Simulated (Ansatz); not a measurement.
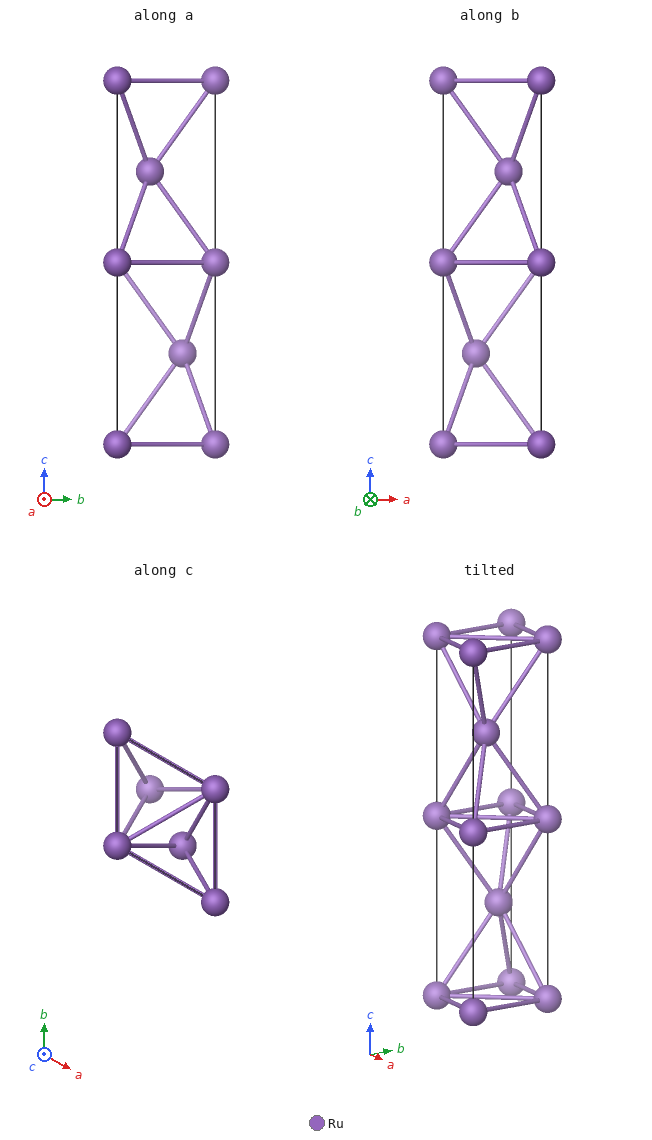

This ball-and-stick model is shown along the a axis, along the b axis, along the c axis and slightly off an axis. The lines enclose the conventional unit cell; boundary atoms appear with their images.

Lattice parameters: a = 2.6762 Å, b = 2.6762 Å, c = 8.6191 Å, α = 90.000°, β = 90.000°, γ = 120.000°.

### Set out the cell and atoms as a CIF with its space group and independent sites.

```cif
data_structure
_symmetry_space_group_name_H-M 'P 63/m m c'
_symmetry_Int_Tables_number 194
_cell_length_a 2.6762
_cell_length_b 2.6762
_cell_length_c 8.6191
_cell_angle_alpha 90.000
_cell_angle_beta 90.000
_cell_angle_gamma 120.000
_cell_volume 53.46
loop_
_atom_site_label
_atom_site_type_symbol
_atom_site_symmetry_multiplicity
_atom_site_Wyckoff_symbol
_atom_site_fract_x
_atom_site_fract_y
_atom_site_fract_z
_atom_site_occupancy
Ru1 Ru 2 a 0.0000 0.0000 0.0000 1
Ru2 Ru 2 c 0.3333 0.6667 0.2500 1
```

It goes back to a structure type filled with this element by a generator (whether the element takes this form wasn't checked). The structure drawn was relaxed with DFT PBEsol, scalar-relativistic, plane waves, PAW (Ansatz 0.2.0).
